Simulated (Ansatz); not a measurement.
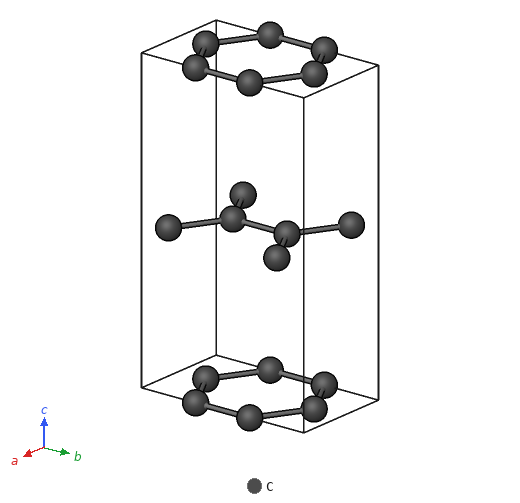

C, space group Fmmm (No. 69), a = 2.459 Å, b = 4.258 Å, c = 7.337 Å, α = 90.00°, β = 90.00°, γ = 90.00°

| site | Wyckoff | x | y | z |
| --- | --- | --- | --- | --- |
| C | 8h | 0.5000 | 0.6667 | 0.5000 |

Origin: coordinates from a relaxation with DFT PBEsol, scalar-relativistic, plane waves, PAW (Ansatz).

Q: How is the cell volume shared among the sites in a plain Voronoi partition?

A:
```tsv
site	faces above 1 % of the sphere	volume (Å³)	solid angle by neighbour (%)
C	9	9.60	C 100
```

Weighted by multiplicity the volumes add up to the cell volume, 76.8 Å³.

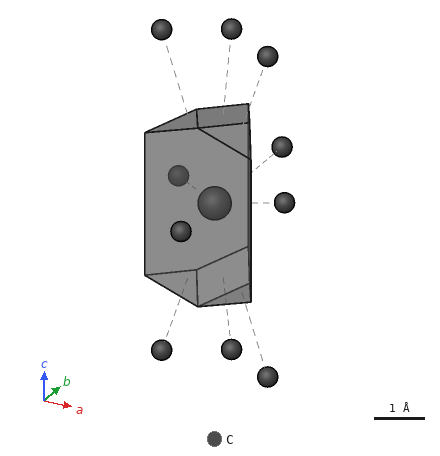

The computed Voronoi cell of C, with the neighbours that bound it.
